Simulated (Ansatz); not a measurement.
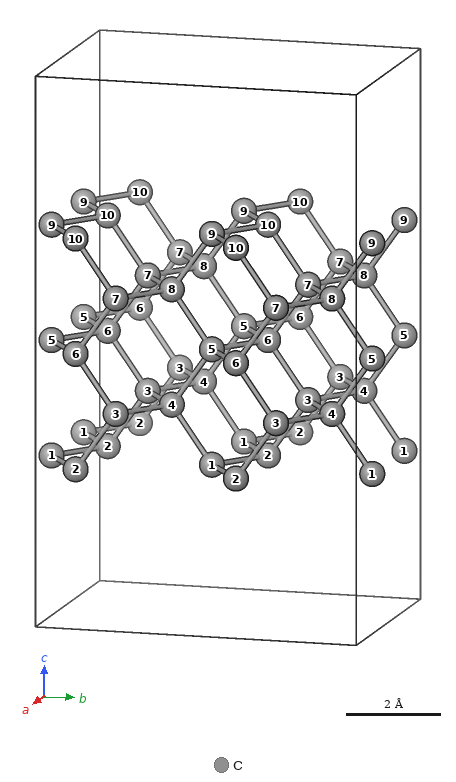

The starting structure (ball-and-stick view of the 2 × 2 repeat of the cell, with the vacuum cut short, seen slightly off an axis; atoms are numbered from 1 in the order of the input). An atom can appear more than once, as a periodic image. Near neighbours in the periodic cell (some may lie outside the picture): C has 3 C at 1.55 Å; C has 4 C at 1.55 Å.

# Geometry relaxation of C (part 1 of 2)

- system: C (slab, 10 atoms in the cell)
- method: DFT PBE, scalar-relativistic, plane waves, PAW, PAW set soft_1, no spin polarisation (Ansatz 0.2.0)

The structure derives from an entry of the Crystallography Open Database. The input holds or restrains some coordinates. Forces given for the steps count only the free coordinates. Figures and captions count atoms from 1; the log counts them from 0 in places.

What the program printed:
```
Engine: ansatz 0.2.0, aarch64-unknown-linux-gnu
Pseudopotentials: kind: paw
Pseudopotential: C, paw, valence charge 4, recommended cutoff 420 eV (normal), [file]
Functional definition: PBE
  parameter kappa = 0.804
  parameter beta = 0.06672455060314922
  exchange = pbe_x(kappa = kappa, mu = beta*pi^2/3)
  correlation = pbe_c(beta = beta)
Crystal: 10 atoms, lattice volume = 171.836 Å³
Basis set: ecut = 420 eV, 3345 PW (Γ), exchange–correlation on 36×48×256 points (8 copies of the dense FFT grid, shifted against one another)
Bands: 30, of which v1, the nominal top of the filled ones, is band 20 counted from 1 (19 counted from 0)
Symmetry: 4 space group operations
k-points: 30 of 80
Non-local potential: C, projectors of the file, l = 0: 2, l = 1: 2, l = 2: 1
PAW form: soft (Blöchl's): semilocal exchange-correlation on the pseudo side does not see the compensation charge
PAW one-centre angular grid: C, 110 points (default); XC on 64 Gauss nodes
Initial density: superposition of atomic densities (neutral atoms: chi_scale 0, normalization atom)
Initial wavefunctions: pseudopotential atomic-orbital guess
Functional: x = pbe(κ = 0.804, μ = 0.2195149727645171), c = pbe(β = 0.06672455060314922)
SCF iter   1: F=—  HF=-2503.071765 eV  |F-HF|=—  |Δ(HF+E_count)|=         —  Δρ=7.39e-2  dr2=7.52e0  ethr=3.10e-3  p=0.000 e·Å  D=4.84e-14 V/Å  ΔV_dip=-0.00 eV  dr2_dipole=7.11e-8  V_vac-E_F(+/−)=8.31/8.31 eV  ⟨swp⟩=8.6  Hψ=5607  notcnv=0  defer=27
efield: sawtooth ramp at fractional position 0.9800 (placed from the atoms, in the widest stretch of the axis that holds none; the zero of the levels goes with the place), width 0.0400; the density the first Hamiltonian is built on has a dipole p = 0.000 e·Å; the dipole correction subtracts the counter field D = 4.84e-14 V/Å, which shifts the + side's vacuum level by -0.00 eV against the − side's; the planar-averaged density in the ramp window peaks in size at 1.0e-7 e/Å³
preconditioner: auto → LDOS  [metal: Δε(μ)=0.014 eV  Ē_g=15.310 eV  σ=0.050 eV  W_gap=0.16  n_scr=26 (ndim 8)  ℏωp=17.9 eV  f_vac=0.555  D(μ)=3.58/eV (n_scr^D=20)  β→1.0]
SCF iter   2: F=—  HF=-2500.681707 eV  |F-HF|=—  |Δ(HF+E_count)|=    2.39e0  Δρ=2.00e-2  dr2=6.82e-1  ethr=3.10e-3  p=-0.000 e·Å  D=-1.11e-4 V/Å  ΔV_dip=0.00 eV  dr2_dipole=2.72e-5  V_vac-E_F(+/−)=6.53/6.53 eV  ⟨swp⟩=4.1  Hψ=2521  notcnv=0  defer=110
SCF iter   3: F=—  HF=-2500.574001 eV  |F-HF|=—  |Δ(HF+E_count)|=   1.08e-1  Δρ=4.96e-3  dr2=9.23e-2  ethr=1.71e-3  p=-0.000 e·Å  D=-1.39e-5 V/Å  ΔV_dip=0.00 eV  dr2_dipole=1.07e-8  V_vac-E_F(+/−)=6.52/6.51 eV  ⟨swp⟩=2.9  Hψ=1640  notcnv=0  defer=112
SCF iter   4: F=—  HF=-2500.554334 eV  |F-HF|=—  |Δ(HF+E_count)|=   1.97e-2  Δρ=1.80e-3  dr2=1.22e-2  ethr=2.31e-4  p=-0.000 e·Å  D=-7.56e-6 V/Å  ΔV_dip=0.00 eV  dr2_dipole=3.12e-9  V_vac-E_F(+/−)=6.24/6.24 eV  ⟨swp⟩=3.3  Hψ=1789  notcnv=0  defer=109
SCF iter   5: F=—  HF=-2500.552044 eV  |F-HF|=—  |Δ(HF+E_count)|=   2.29e-3  Δρ=5.45e-4  dr2=1.22e-3  ethr=3.04e-5  p=0.000 e·Å  D=2.16e-7 V/Å  ΔV_dip=-0.00 eV  dr2_dipole=6.44e-12  V_vac-E_F(+/−)=6.12/6.12 eV  ⟨swp⟩=2.6  Hψ=1600  notcnv=0  defer=109
SCF iter   6: F=—  HF=-2500.551826 eV  |F-HF|=—  |Δ(HF+E_count)|=   2.18e-4  Δρ=1.70e-4  dr2=1.18e-4  ethr=3.04e-6  p=0.000 e·Å  D=2.04e-6 V/Å  ΔV_dip=-0.00 eV  dr2_dipole=3.74e-11  V_vac-E_F(+/−)=6.06/6.06 eV  ⟨swp⟩=2.4  Hψ=1549  notcnv=0  defer=109
SCF iter   7: F=-2500.551804 eV  HF=-2500.551810 eV  |F-HF|=5.80e-6  |Δ(HF+E_count)|=   1.59e-5  Δρ=6.54e-5  dr2=1.25e-5  ethr=5.63e-8  p=0.000 e·Å  D=1.03e-6 V/Å  ΔV_dip=-0.00 eV  dr2_dipole=2.18e-11  V_vac-E_F(+/−)=6.04/6.04 eV  ⟨swp⟩=24.9  Hψ=11983  notcnv=0
SCF 1 converged in 7 iterations: F = -2500.551804 eV  dr2 = 1.25e-5
  greatest PAW one-centre occupation: 0.649 electrons in one spin orbital (limit 2), on the C atom at site 5 (counted from 0), in its partial waves of l = 0
relax step   1: F+E_penalty+E_count = -2500.55180440 eV  Δ(F+E_penalty+E_count) = +0.000e0 eV  max|allowed force component| = 4.410e0 eV/Å  Δτ_max = 0.0000 Å  (7 SCF iters, dr2 threshold 2.25e-5 eV, accepted)
Initial density: handed on by an earlier stage of this run
Initial wavefunctions: those handed on with the density
iter 1 solved again at ethr=6.19e-4 eV; its pass at ethr=3.10e-3 eV (dr2=2.48e-1 eV) is discarded
SCF iter   1: F=—  HF=-2501.249168 eV  |F-HF|=—  |Δ(HF+E_count)|=         —  Δρ=1.17e-2  dr2=2.65e-1  ethr=6.19e-4  p=0.000 e·Å  D=1.04e-6 V/Å  ΔV_dip=-0.00 eV  dr2_dipole=6.75e-3  V_vac-E_F(+/−)=6.04/6.04 eV  ⟨swp⟩=2.1  Hψ=4304  notcnv=0  defer=111
efield: sawtooth ramp at fractional position 0.9800 (handed on by an earlier solve), width 0.0400; the density the first Hamiltonian is built on has a dipole p = 0.000 e·Å; the dipole correction subtracts the counter field D = 1.04e-6 V/Å, which shifts the + side's vacuum level by -0.00 eV against the − side's; the planar-averaged density in the ramp window peaks in size at 1.3e-6 e/Å³
preconditioner: auto → LDOS  [insulator: Δε(μ)=0.067 eV  Ē_g=15.067 eV  σ=0.050 eV  W_gap=0.64  n_scr=26 (ndim 8)  ℏωp=17.9 eV  f_vac=0.568  D(μ)=2.14/eV (n_scr^D=8)  ε∞_Penn≈2.4  β→1.0]
SCF iter   2: F=—  HF=-2501.235115 eV  |F-HF|=—  |Δ(HF+E_count)|=   1.41e-2  Δρ=1.05e-2  dr2=1.31e0  ethr=6.19e-4  p=0.020 e·Å  D=2.16e-2 V/Å  ΔV_dip=-0.41 eV  dr2_dipole=4.41e-1  V_vac-E_F(+/−)=5.52/5.93 eV  ⟨swp⟩=3.9  Hψ=1878  notcnv=0  defer=109  recentre
SCF iter   3: F=—  HF=-2501.177351 eV  |F-HF|=—  |Δ(HF+E_count)|=   5.78e-2  Δρ=2.52e-3  dr2=1.94e-2  ethr=6.19e-4  p=0.011 e·Å  D=1.18e-2 V/Å  ΔV_dip=-0.23 eV  dr2_dipole=3.55e-3  V_vac-E_F(+/−)=5.82/6.05 eV  ⟨swp⟩=2.8  Hψ=1590  notcnv=0  defer=108
SCF iter   4: F=—  HF=-2501.176565 eV  |F-HF|=—  |Δ(HF+E_count)|=   7.86e-4  Δρ=5.34e-4  dr2=1.69e-3  ethr=4.85e-5  p=0.014 e·Å  D=1.50e-2 V/Å  ΔV_dip=-0.29 eV  dr2_dipole=3.41e-4  V_vac-E_F(+/−)=5.75/6.04 eV  ⟨swp⟩=2.4  Hψ=1440  notcnv=0  defer=110
SCF iter   5: F=—  HF=-2501.176521 eV  |F-HF|=—  |Δ(HF+E_count)|=   4.41e-5  Δρ=1.35e-4  dr2=3.71e-5  ethr=2.50e-7  p=0.015 e·Å  D=1.62e-2 V/Å  ΔV_dip=-0.31 eV  dr2_dipole=3.01e-7  V_vac-E_F(+/−)=5.74/6.04 eV  ⟨swp⟩=25.7  Hψ=12185  notcnv=0
SCF iter   6: F=-2501.176526 eV  HF=-2501.176527 eV  |F-HF|=8.25e-7  |Δ(HF+E_count)|=   6.21e-6  Δρ=4.80e-5  dr2=5.15e-6  ethr=9.28e-8  p=0.016 e·Å  D=1.66e-2 V/Å  ΔV_dip=-0.32 eV  dr2_dipole=3.88e-9  V_vac-E_F(+/−)=5.73/6.04 eV  ⟨swp⟩=19.8  Hψ=10514  notcnv=0
SCF 2 converged in 6 iterations: F = -2501.176526 eV  dr2 = 5.15e-6
  Residual-converged pass: ⟨swp⟩=1.0  Hψ=1021  notcnv=0  max |occ|·‖R‖ = 7.0e-9 eV (tolerance 1.0e-8 eV)  dr2=5.15e-6  dr2_onsite=3.77e-8  max |Δocc| = 2.4e-10
  greatest PAW one-centre occupation: 0.652 electrons in one spin orbital (limit 2), on the C atom at site 9 (counted from 0), in its partial waves of l = 0
relax step   2: F+E_penalty+E_count = -2501.17652613 eV  Δ(F+E_penalty+E_count) = -6.247e-1 eV  max|allowed force component| = 1.965e0 eV/Å  Δτ_max = 0.1106 Å  (6 SCF iters, dr2 threshold 1.00e-4 eV, accepted)
iter 1 solved again at ethr=1.24e-3 eV; its pass at ethr=3.10e-3 eV (dr2=4.95e-1 eV) is discarded
SCF iter   1: F=—  HF=-2501.459405 eV  |F-HF|=—  |Δ(HF+E_count)|=         —  Δρ=1.85e-2  dr2=4.97e-1  ethr=1.24e-3  p=0.016 e·Å  D=1.66e-2 V/Å  ΔV_dip=-0.32 eV  dr2_dipole=1.17e-2  V_vac-E_F(+/−)=5.70/6.01 eV  ⟨swp⟩=1.0  Hψ=5011  notcnv=0  defer=72
efield: sawtooth ramp at fractional position 0.9800 (handed on by an earlier solve), width 0.0400; the density the first Hamiltonian is built on has a dipole p = 0.016 e·Å; the dipole correction subtracts the counter field D = 1.66e-2 V/Å, which shifts the + side's vacuum level by -0.32 eV against the − side's; the planar-averaged density in the ramp window peaks in size at 6.6e-7 e/Å³
preconditioner: auto → LDOS  [metal: Δε(μ)=0.031 eV  Ē_g=15.246 eV  σ=0.050 eV  W_gap=0.34  n_scr=26 (ndim 8)  ℏωp=17.9 eV  f_vac=0.577  D(μ)=2.27/eV (n_scr^D=8)  β→1.0]
SCF iter   2: F=—  HF=-2501.359337 eV  |F-HF|=—  |Δ(HF+E_count)|=   1.00e-1  Δρ=9.23e-3  dr2=2.42e-1  ethr=1.24e-3  p=0.057 e·Å  D=6.01e-2 V/Å  ΔV_dip=-1.15 eV  dr2_dipole=4.45e-3  V_vac-E_F(+/−)=4.88/6.03 eV  ⟨swp⟩=4.2  Hψ=2098  notcnv=0  defer=77
SCF iter   3: F=—  HF=-2501.286316 eV  |F-HF|=—  |Δ(HF+E_count)|=   7.30e-2  Δρ=1.05e-3  dr2=5.00e-3  ethr=6.04e-4  p=0.042 e·Å  D=4.45e-2 V/Å  ΔV_dip=-0.85 eV  dr2_dipole=1.02e-3  V_vac-E_F(+/−)=5.20/6.05 eV  ⟨swp⟩=3.2  Hψ=1793  notcnv=0  defer=110
SCF iter   4: F=—  HF=-2501.285871 eV  |F-HF|=—  |Δ(HF+E_count)|=   4.44e-4  Δρ=2.95e-4  dr2=1.99e-4  ethr=1.25e-5  p=0.042 e·Å  D=4.47e-2 V/Å  ΔV_dip=-0.85 eV  dr2_dipole=2.34e-5  V_vac-E_F(+/−)=5.20/6.05 eV  ⟨swp⟩=2.2  Hψ=1586  notcnv=0  defer=111
SCF iter   5: F=-2501.285909 eV  HF=-2501.285910 eV  |F-HF|=7.98e-7  |Δ(HF+E_count)|=   3.86e-5  Δρ=5.79e-5  dr2=8.35e-6  ethr=2.50e-7  p=0.043 e·Å  D=4.51e-2 V/Å  ΔV_dip=-0.86 eV  dr2_dipole=9.57e-8  V_vac-E_F(+/−)=5.20/6.06 eV  ⟨swp⟩=24.1  Hψ=11719  notcnv=0
SCF 3 converged in 5 iterations: F = -2501.285909 eV  dr2 = 8.35e-6
  greatest PAW one-centre occupation: 0.673 electrons in one spin orbital (limit 2), on the C atom at site 9 (counted from 0), in its partial waves of l = 0
relax step   3: F+E_penalty+E_count = -2501.28590928 eV  Δ(F+E_penalty+E_count) = -1.094e-1 eV  max|allowed force component| = 1.193e0 eV/Å  Δτ_max = 0.1558 Å  (5 SCF iters, dr2 threshold 1.00e-4 eV, accepted)
iter 1 solved again at ethr=5.49e-4 eV; its pass at ethr=3.10e-3 eV (dr2=2.20e-1 eV) is discarded
SCF iter   1: F=—  HF=-2501.451195 eV  |F-HF|=—  |Δ(HF+E_count)|=         —  Δρ=1.09e-2  dr2=2.29e-1  ethr=5.49e-4  p=0.043 e·Å  D=4.51e-2 V/Å  ΔV_dip=-0.86 eV  dr2_dipole=3.88e-2  V_vac-E_F(+/−)=5.24/6.10 eV  ⟨swp⟩=1.6  Hψ=3922  notcnv=0  defer=118
efield: sawtooth ramp at fractional position 0.9800 (handed on by an earlier solve), width 0.0400; the density the first Hamiltonian is built on has a dipole p = 0.043 e·Å; the dipole correction subtracts the counter field D = 4.51e-2 V/Å, which shifts the + side's vacuum level by -0.86 eV against the − side's; the planar-averaged density in the ramp window peaks in size at 8.0e-7 e/Å³
preconditioner: auto → LDOS  [metal: Δε(μ)=0.048 eV  Ē_g=14.984 eV  σ=0.050 eV  W_gap=0.43  n_scr=26 (ndim 8)  ℏωp=17.9 eV  f_vac=0.571  D(μ)=2.06/eV (n_scr^D=8)  β→1.0]
SCF iter   2: F=—  HF=-2501.432063 eV  |F-HF|=—  |Δ(HF+E_count)|=   1.91e-2  Δρ=6.19e-3  dr2=1.18e-1  ethr=5.49e-4  p=0.020 e·Å  D=2.11e-2 V/Å  ΔV_dip=-0.40 eV  dr2_dipole=2.45e-3  V_vac-E_F(+/−)=5.66/6.06 eV  ⟨swp⟩=4.0  Hψ=2074  notcnv=0  defer=118
SCF iter   3: F=—  HF=-2501.395198 eV  |F-HF|=—  |Δ(HF+E_count)|=   3.69e-2  Δρ=7.90e-4  dr2=2.16e-3  ethr=2.96e-4  p=0.032 e·Å  D=3.32e-2 V/Å  ΔV_dip=-0.63 eV  dr2_dipole=2.89e-4  V_vac-E_F(+/−)=5.43/6.06 eV  ⟨swp⟩=3.0  Hψ=1588  notcnv=0  defer=119
SCF iter   4: F=—  HF=-2501.395031 eV  |F-HF|=—  |Δ(HF+E_count)|=   1.67e-4  Δρ=2.10e-4  dr2=1.20e-4  ethr=5.40e-6  p=0.032 e·Å  D=3.32e-2 V/Å  ΔV_dip=-0.63 eV  dr2_dipole=3.20e-5  V_vac-E_F(+/−)=5.43/6.06 eV  ⟨swp⟩=2.3  Hψ=1698  notcnv=0  defer=118
SCF iter   5: F=-2501.395027 eV  HF=-2501.395036 eV  |F-HF|=9.21e-6  |Δ(HF+E_count)|=   4.45e-6  Δρ=6.20e-5  dr2=1.19e-5  ethr=2.50e-7  p=0.031 e·Å  D=3.29e-2 V/Å  ΔV_dip=-0.63 eV  dr2_dipole=1.95e-6  V_vac-E_F(+/−)=5.43/6.06 eV  ⟨swp⟩=23.2  Hψ=11082  notcnv=0
SCF 4 converged in 5 iterations: F = -2501.395027 eV  dr2 = 1.19e-5
  greatest PAW one-centre occupation: 0.663 electrons in one spin orbital (limit 2), on the C atom at site 9 (counted from 0), in its partial waves of l = 0
relax step   4: F+E_penalty+E_count = -2501.39502670 eV  Δ(F+E_penalty+E_count) = -1.091e-1 eV  max|allowed force component| = 4.512e-1 eV/Å  Δτ_max = 0.0910 Å  (5 SCF iters, dr2 threshold 1.00e-4 eV, accepted)
SCF iter   1: F=—  HF=-2501.419533 eV  |F-HF|=—  |Δ(HF+E_count)|=         —  Δρ=4.83e-3  dr2=4.12e-2  ethr=1.18e-3  p=0.031 e·Å  D=3.29e-2 V/Å  ΔV_dip=-0.63 eV  dr2_dipole=4.62e-3  V_vac-E_F(+/−)=5.41/6.04 eV  ⟨swp⟩=3.1  Hψ=2108  notcnv=0  defer=113
efield: sawtooth ramp at fractional position 0.9800 (handed on by an earlier solve), width 0.0400; the density the first Hamiltonian is built on has a dipole p = 0.031 e·Å; the dipole correction subtracts the counter field D = 3.29e-2 V/Å, which shifts the + side's vacuum level by -0.63 eV against the − side's; the planar-averaged density in the ramp window peaks in size at 4.0e-7 e/Å³
preconditioner: auto → LDOS  [insulator: Δε(μ)=0.057 eV  Ē_g=15.099 eV  σ=0.050 eV  W_gap=0.57  n_scr=26 (ndim 8)  ℏωp=17.9 eV  f_vac=0.574  D(μ)=2.04/eV (n_scr^D=8)  ε∞_Penn≈2.4  β→1.0]
SCF iter   2: F=—  HF=-2501.415838 eV  |F-HF|=—  |Δ(HF+E_count)|=   3.69e-3  Δρ=2.36e-3  dr2=2.06e-2  ethr=1.03e-4  p=0.036 e·Å  D=3.76e-2 V/Å  ΔV_dip=-0.72 eV  dr2_dipole=1.10e-3  V_vac-E_F(+/−)=5.34/6.05 eV  ⟨swp⟩=3.6  Hψ=2249  notcnv=0  defer=115
SCF iter   3: F=—  HF=-2501.410275 eV  |F-HF|=—  |Δ(HF+E_count)|=   5.56e-3  Δρ=3.19e-4  dr2=3.40e-4  ethr=5.15e-5  p=0.031 e·Å  D=3.30e-2 V/Å  ΔV_dip=-0.63 eV  dr2_dipole=5.76e-5  V_vac-E_F(+/−)=5.42/6.05 eV  ⟨swp⟩=2.5  Hψ=1512  notcnv=0  defer=115
SCF iter   4: F=-2501.410223 eV  HF=-2501.410239 eV  |F-HF|=1.65e-5  |Δ(HF+E_count)|=   3.52e-5  Δρ=8.08e-5  dr2=2.02e-5  ethr=7.28e-8  p=0.031 e·Å  D=3.28e-2 V/Å  ΔV_dip=-0.62 eV  dr2_dipole=3.28e-6  V_vac-E_F(+/−)=5.43/6.05 eV  ⟨swp⟩=22.5  Hψ=11594  notcnv=0
SCF 5 converged in 4 iterations: F = -2501.410223 eV  dr2 = 2.02e-5
  greatest PAW one-centre occupation: 0.664 electrons in one spin orbital (limit 2), on the C atom at site 9 (counted from 0), in its partial waves of l = 0
relax step   5: F+E_penalty+E_count = -2501.41022283 eV  Δ(F+E_penalty+E_count) = -1.520e-2 eV  max|allowed force component| = 1.073e-1 eV/Å  Δτ_max = 0.0334 Å  (4 SCF iters, dr2 threshold 2.91e-5 eV, accepted)
SCF iter   1: F=—  HF=-2501.411375 eV  |F-HF|=—  |Δ(HF+E_count)|=         —  Δρ=1.02e-3  dr2=2.16e-3  ethr=5.47e-5  p=0.031 e·Å  D=3.28e-2 V/Å  ΔV_dip=-0.62 eV  dr2_dipole=4.26e-4  V_vac-E_F(+/−)=5.43/6.05 eV  ⟨swp⟩=2.0  Hψ=2025  notcnv=0  defer=118
efield: sawtooth ramp at fractional position 0.9800 (handed on by an earlier solve), width 0.0400; the density the first Hamiltonian is built on has a dipole p = 0.031 e·Å; the dipole correction subtracts the counter field D = 3.28e-2 V/Å, which shifts the + side's vacuum level by -0.62 eV against the − side's; the planar-averaged density in the ramp window peaks in size at 9.1e-7 e/Å³
preconditioner: auto → LDOS  [insulator: Δε(μ)=0.058 eV  Ē_g=15.079 eV  σ=0.050 eV  W_gap=0.55  n_scr=26 (ndim 8)  ℏωp=17.9 eV  f_vac=0.573  D(μ)=1.99/eV (n_scr^D=8)  ε∞_Penn≈2.4  β→1.0]
SCF iter   2: F=—  HF=-2501.411146 eV  |F-HF|=—  |Δ(HF+E_count)|=   2.29e-4  Δρ=4.43e-4  dr2=9.17e-4  ethr=5.41e-6  p=0.030 e·Å  D=3.19e-2 V/Å  ΔV_dip=-0.61 eV  dr2_dipole=1.87e-4  V_vac-E_F(+/−)=5.44/6.05 eV  ⟨swp⟩=2.4  Hψ=1948  notcnv=0  defer=116
SCF iter   3: F=—  HF=-2501.410989 eV  |F-HF|=—  |Δ(HF+E_count)|=   1.57e-4  Δρ=5.99e-5  dr2=9.67e-6  ethr=2.29e-6  p=0.031 e·Å  D=3.29e-2 V/Å  ΔV_dip=-0.63 eV  dr2_dipole=5.55e-7  V_vac-E_F(+/−)=5.42/6.05 eV  ⟨swp⟩=2.2  Hψ=1329  notcnv=0  defer=116
SCF iter   4: F=—  HF=-2501.411068 eV  |F-HF|=—  |Δ(HF+E_count)|=   7.93e-5  Δρ=1.80e-5  dr2=1.93e-6  ethr=2.42e-8  p=0.031 e·Å  D=3.29e-2 V/Å  ΔV_dip=-0.63 eV  dr2_dipole=3.81e-7  V_vac-E_F(+/−)=5.42/6.05 eV  ⟨swp⟩=2.9  Hψ=1747  notcnv=0  defer=116
SCF iter   5: F=-2501.411068 eV  HF=-2501.411068 eV  |F-HF|=5.70e-8  |Δ(HF+E_count)|=   1.94e-8  Δρ=4.31e-6  dr2=5.27e-8  ethr=2.50e-10  p=0.031 e·Å  D=3.29e-2 V/Å  ΔV_dip=-0.63 eV  dr2_dipole=1.25e-8  V_vac-E_F(+/−)=5.42/6.05 eV  ⟨swp⟩=17.9  Hψ=9080  notcnv=0
SCF 6 converged in 5 iterations: F = -2501.411068 eV  dr2 = 5.27e-8
relax step   6: F+E_penalty+E_count = -2501.41106843 eV  Δ(F+E_penalty+E_count) = -8.456e-4 eV  max|allowed force component| = 8.863e-3 eV/Å  Δτ_max = 0.0073 Å  (5 SCF iters, accepted)
```

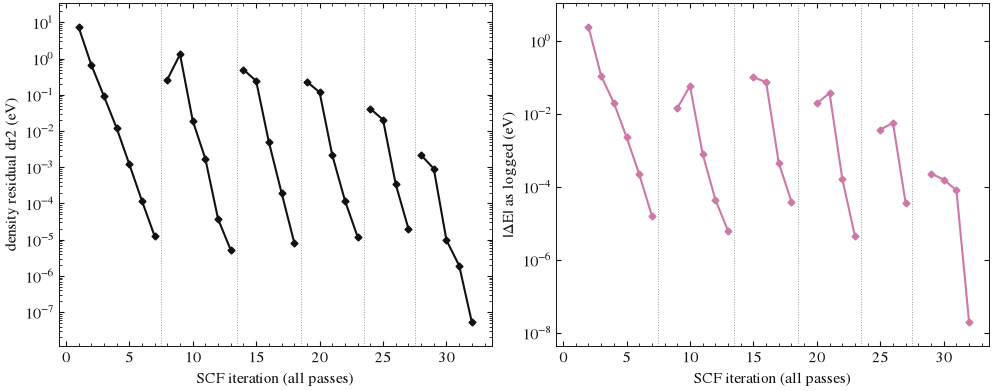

Convergence of the self-consistent field: density residual dr2 and size of the energy change against the SCF iteration. The dotted lines part the SCF passes of the relaxation: geometry steps, rejected trials and re-solves on a re-selected basis. The 6 passes take 4 to 7 iterations each, 32 in all.

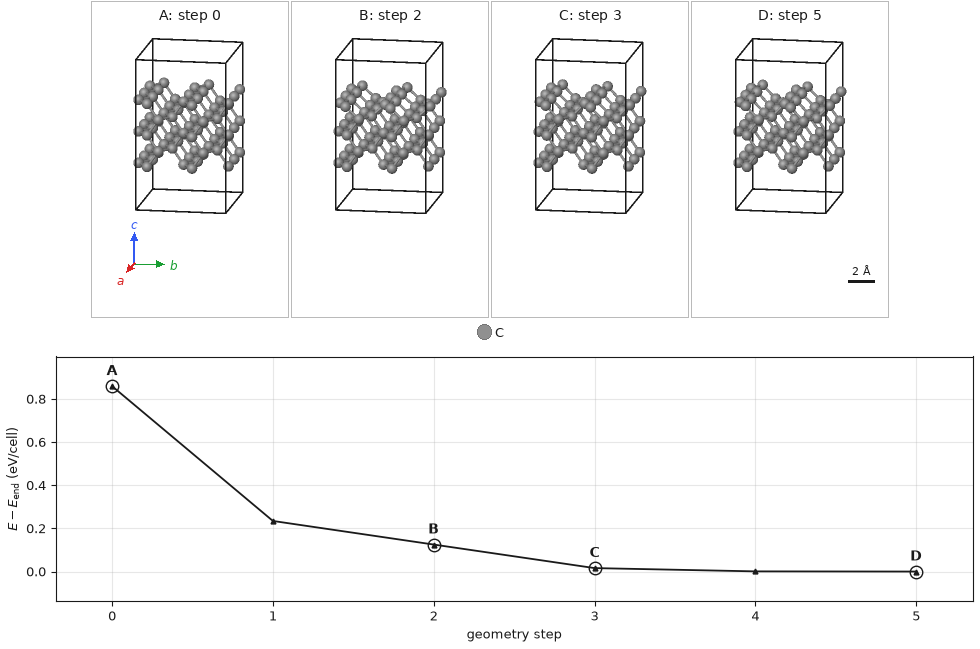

Frames of the restrained relaxation (ball-and-stick view of the 3 × 2 repeat of the cell, with the vacuum cut short, seen slightly off an axis) above the curves, on which the letters mark them (the first geometry is step 0 here and step 1 in the log).
